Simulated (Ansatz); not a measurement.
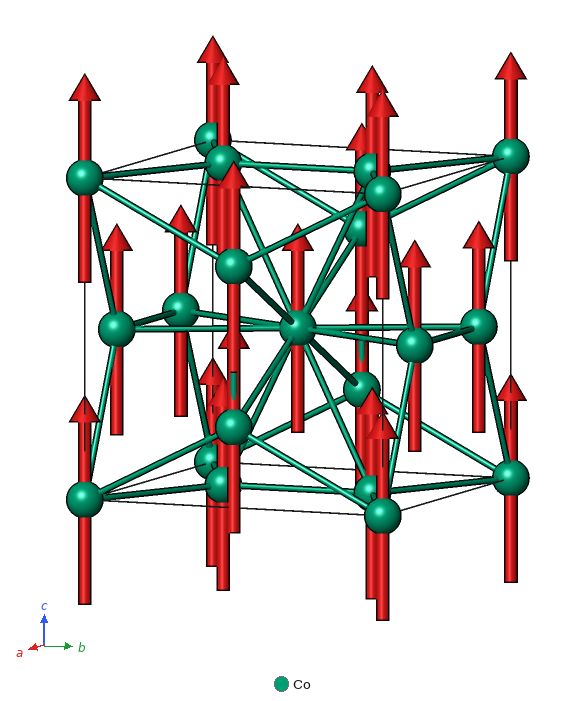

A ball-and-stick rendering, viewed slightly off an axis. One simulation cell is framed, with atoms on its boundary repeated. Arrows are the site magnetic moments above 0.25 μB; longer means larger, and red and blue are up and down (without spin-orbit coupling the axis itself is arbitrary).

This is the state reached for Co. Setup: DFT PBE, scalar-relativistic, plane waves, PAW (Ansatz); E_cut = 420 eV, an 8×8×8 k-point grid, Gaussian smearing of 0.1 eV, collinear spins.

Q: Which kind of magnetic order is this?

A: Ferromagnetic (within this cell). Site moments: 8 Co +1.7 to +1.8 μB. The net spin moment of the whole cell is 13.5 μB, including what lies between the atoms and on sites without an arrow.

Source of the structure: a textbook structure type filled with this element (whether it is the usual form wasn't checked). This is the structure after a relaxation with DFT PBE, scalar-relativistic, plane waves, PAW in Ansatz.
